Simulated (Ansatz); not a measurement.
**Debugging a many-body input for KI (Fm-3m)**

A first try at the G0W0 gap of KI (Fm-3m), what the program said, and an input that works.

Calculated with Ansatz 0.2.0; G0W0 on PBE, plane waves, PAW.

### Step 1. The starting structure

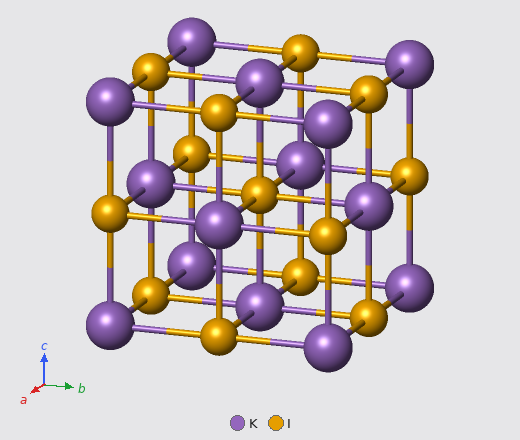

The cell as given, slightly off an axis (potassium purple, iodine orange). This picture shows the conventional cell, with its axes. Some periodic images of atoms are drawn too.

The cell and positions come from the Crystallography Open Database and are kept as given unless a step says otherwise. Spin-orbit coupling is left out unless a step names it. The default PAW set here is soft_2. Its files were made with PBE.

### Step 2. First try

Input file input.yaml:

```yaml
crystal:
  lattice:
    - [0.0, 3.532775, 3.532775]
    - [3.532775, 0.0, 3.532775]
    - [3.532775, 3.532775, 0.0]
  atoms:
    - { symbol: K, position: [0.0, 0.0, 0.0] }
    - { symbol: I, position: [0.5, 0.5, 0.5] }
kpoints:
  mp_grid: { grid: [4, 4, 4] }
hamiltonian:
  xc: pbe
scf:
  occupations: { method: fixed }
gw:
  n_empty_bands: 93
  ecut_chi: 60
  qp_bands: [v2, c2]
  qp_kpoints: band_edges
  screening: { model: contour_deformation }
  q_mesh: [5, 5, 5]
```

Run with:

```console
> ansatz run input.yaml --threads 3 --pin off --max-ram 92160MiB --backend cpu --events-out ev --progress --plain --runs-dir out
```

Numbers of over 12 decimals in the logs are rounded to 6 here.

The program printed:

```text
Error: 3 input errors — fix all and re-run
  1. invalid value for `gw.q_mesh`: axis 0: q-mesh dimension 5 must divide 4, the k-mesh dimension that kpoints.mp_grid.grid gives — every k−q must land on a point of the k-mesh
  2. invalid value for `gw.q_mesh`: axis 1: q-mesh dimension 5 must divide 4, the k-mesh dimension that kpoints.mp_grid.grid gives — every k−q must land on a point of the k-mesh
  3. invalid value for `gw.q_mesh`: axis 2: q-mesh dimension 5 must divide 4, the k-mesh dimension that kpoints.mp_grid.grid gives — every k−q must land on a point of the k-mesh
```

Wall time 0.05 s (3 threads of AMD EPYC 7R13 (Zen 3), shared host); peak memory 0.038 GiB.

**What went wrong?**

The input was rejected at the start.

The program's message: “Error: 3 input errors — fix all and re-run”

The fault: q mesh that doesn't divide the k mesh. Each q must join two points of the k mesh.

### Step 3. A better input

Now the one-shot GW correction: screening in the RPA, then the self-energy of the levels asked for.

Edit input.yaml of step 2 so:

```diff
@@ -20,2 +20 @@
   screening: { model: contour_deformation }
-  q_mesh: [5, 5, 5]
```

Run with:

```console
> ansatz run input.yaml --threads 3 --pin off --max-ram 92160MiB --backend cuda --events-out ev --progress --plain --runs-dir out --devices 1 --max-vram 13GiB
```

The program printed:

```text
GPUs: using 1 of 1 available (devices: 1).
[...]
device memory: the entry about to start is reckoned to put 1.1 GiB on a device that reports 45.1 GiB free (of which the cap on the GPU budget leaves the run 13.0 GiB)
GPU FFT provider: cuFFT
GPU libraries: cuBLAS 13.8.2, cuFFT 12.4.0, cuSOLVER 12.3.4
Crystal: 2 atoms, lattice volume = 88.182 Å³
Basis set: ecut = 420 eV, 1759 PW (Γ)
Bands: 17, of which v1, the nominal top of the filled ones, is band 13 counted from 1 (12 counted from 0)
Symmetry: 48 space group operations
[...]
k-points: 8 of 64
[...]
GPU buffer pool allocated for 46656 grid points (all kernels)
GPU transforms: local potential and band sums: pruned to the plane-wave sphere, on 36×36×36
[...]
SCF iter   1: F=—  HF=-9053.689555 eV  |F-HF|=—  |Δ(HF+E_count)|=         —  Δρ=2.60e-4  dr2=7.32e-5  ethr=1.77e-3  ⟨swp⟩=5.4  Hψ=632  notcnv=0  defer=13
[...]
0    12      2.2676   -17.3234     1.8506   -14.1827  0.8043     0.9540     0.9776  root
     0    13      2.2676   -17.3234     1.8506   -14.1827  0.8043     0.9540     0.9776  root
     0    14      6.2342    -4.3249    -2.9382    -7.8581  0.8475     6.8327     6.8292  root
     0    15      8.7740    -3.8696    -3.2035    -8.2146  0.8364     9.9321     9.9154  root
     1    12      2.0914   -17.0243     1.8722   -13.8331  0.8028     0.7469     0.7725  root
     1    13      2.0914   -17.0243     1.8722   -13.8331  0.8028     0.7469     0.7725  root
     1    14      7.3291    -4.6032    -2.9776    -8.2563  0.8415     8.0097     8.0047  root
     1    15      8.8465    -4.3116    -3.1750    -8.4588  0.8319     9.8315     9.8187  root
[...]
7    12      1.5417   -16.3903     2.0030   -12.9402  0.7985     0.0597     0.0945  root
     7    13      1.6690   -16.4223     1.9409   -13.0755  0.7991     0.2312     0.2631  root
     7    14      8.7387    -4.0658    -3.1240    -8.1132  0.8328     9.6735     9.6621  root
     7    15      8.7387    -4.0658    -3.1240    -8.1132  0.8328     9.6735     9.6621  root
[key lines of the parts left out:]
SCF converged after 6 iterations
Free energy (F): -9053.689078 eV
Fermi energy:    2.267639 eV
```

Wall time 10 s (1 × NVIDIA H100 80GB HBM3 (shared by 6 runs) with 3 threads); peak memory 1 GiB; 11 s of CPU time.

In the SCF lines HF is the Harris–Foulkes energy and dr2 the Hartree energy of the density residual, in eV; the loop may stop once dr2 is under the threshold and the program's other checks hold. Hψ counts applications of the Hamiltonian.

This step gave:

```
bands summed                                 : 106
RPA ε∞ on this mesh (eigenvalues)            : 2.639, 2.639, 2.639
plane waves in the screening matrix          : 89
q-points in the mesh                         : 64
G0W0 gap on the mesh                         : 5.852 eV
k of the valence top                         : 0, 0, 0
k of the conduction bottom                   : 0, 0, 0
starting gap on the mesh                     : 3.967 eV
Z at the valence top                         : 0.8043
Z at the conduction bottom                   : 0.8475
least direct G0W0 gap on the computed points : 5.852 eV
```

The gap on the mesh goes from 3.97 eV to 5.85 eV, a correction of +1.89 eV. Between the two edge states, bare exchange in place of the xc potential would open the gap by 6.67 eV, and correlation takes back 4.79 eV.

### Step 4. Summary of results

| Property | Result |
| --- | --- |
| first try | refused after 0.05 s |
| better run | G0W0 gap on the mesh 5.85 eV (4×4×4 mesh, 93 empty bands, screening to 60 eV) |

In words: The second run differs in: q mesh. Bands and cutoff are finite, so the gap is not at the basis limit. The miss can reach some tenths of an eV and take either sign; the mesh is an error of its own. The many-body steps are scalar-relativistic: spin-orbit coupling is not in them.

[Paths, hosts, dates, memory and timing lines, banners, echoed tables and standing remarks are left out of the program output.]

[Logs are printed without paths, hosts, clocks, repeated set-up lines and the standing remarks that a program may print on its own settings, such as how far it seeks lower states.]

[Runs of the session that timed out or met a known fault of the program may be left out.]

[Cells called generated may have been cut or substituted from an entry of the Crystallography Open Database or the Materials Project.]

[Hosts, paths, dates, database ids (printed as entryN), source tags and the programs' standing remarks are cut or masked in the printed files.]
